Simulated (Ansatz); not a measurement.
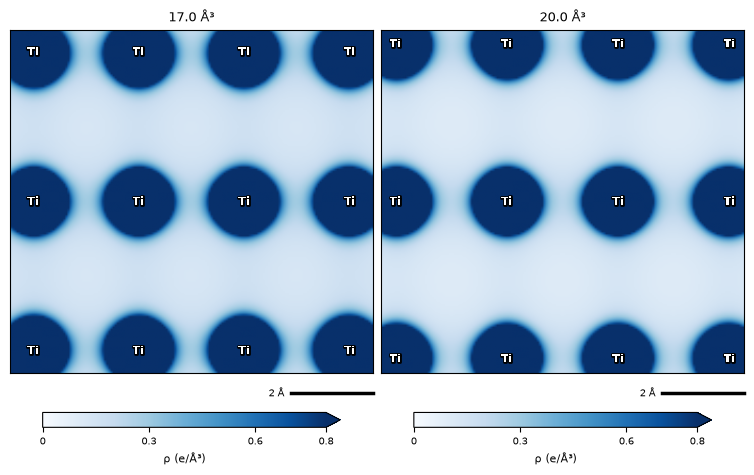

Ti. The valence electron density of cells scaled evenly to different volumes (given per atom above each panel), on the (011) plane of each (indices in the axes of the cell below), at one length scale and on one colour scale.

A generated structure, not necessarily the stable one; spin-polarised.

These are results of DFT, PBE, plane waves (420 eV) with PAW, scalar-relativistic (Ansatz), not measurements.

The density is the valence pseudo-density of a PAW calculation; it isn't the true density close to the nuclei.

The largest cell:

```yaml
crystal:
  lattice:
    - [2.71383, 0.00000, 0.00000]
    - [0.00000, 2.71383, 0.00000]
    - [0.00000, 0.00000, 2.71383]
  atoms:
    - { symbol: Ti, position: [0.00000, 0.00000, 0.00000] }
```

| volume (Å³/atom) | Ti–Ti contact in the plane (Å) | ρ at its midpoint (e/Å³) | 
| --- | --- | --- |
| 17.03 | 2.573 | 0.292 | 
| 18.51 | 2.645 | ? | 
| 19.99 | 2.714 | 0.235 | 

What values belong in the row with question marks?

Over the known rows ln ρ falls by 1.54 per Å of Ti–Ti distance (the line through the two), which gives 0.261 e/Å³ at 2.645 Å; the calculation gives 0.258 e/Å³.
